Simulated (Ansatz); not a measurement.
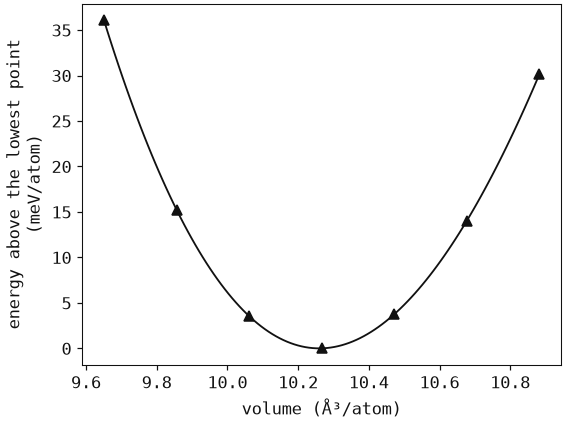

The picture above shows the energy above the lowest point against volume for Fe, space group Fm-3m (No. 225) (one of a set of cubic test structures, which need not be the stable phase).

Calculation (Ansatz 0.2.0 development build): equation of state of a cubic crystal from periodic Kohn-Sham density functional theory without spin, third-order Birch-Murnaghan fit to the free energies; pressure corrected for the finite basis. Level: PBE.

- structure type: fcc
- atoms in cell: 1
- space group number: 225
- lattice centring: face-centred primitive
- k mesh: 54×54×54
- occupation method: Fermi–Dirac
- occupation width: 0.06123 eV
- wave cutoff: 420 eV
- datasets: soft-1 PAW
- density tolerance: 1e−07 eV
- bands: 12
- density cutoff ratio: 4
- search for lower states: default

From this curve and the settings, what does the calculation give for the pressure at the same points?

The pressure falls from 20.1 GPa at volume 9.65 Å³/atom to −14.7 GPa at 10.88 Å³/atom, and changes sign near 10.26 Å³/atom.

```json
{"volume (Å³/atom)": "9.65", "pressure (GPa)": "20.1"}
{"volume (Å³/atom)": "9.86", "pressure (GPa)": "12.6"}
{"volume (Å³/atom)": "10.06", "pressure (GPa)": "5.8"}
{"volume (Å³/atom)": "10.27", "pressure (GPa)": "-0.2"}
{"volume (Å³/atom)": "10.47", "pressure (GPa)": "-5.6"}
{"volume (Å³/atom)": "10.68", "pressure (GPa)": "-10.4"}
{"volume (Å³/atom)": "10.88", "pressure (GPa)": "-14.7"}
```

Caveats: cubic model structure, not the ambient form; known magnet treated without spin, far from its ground state.
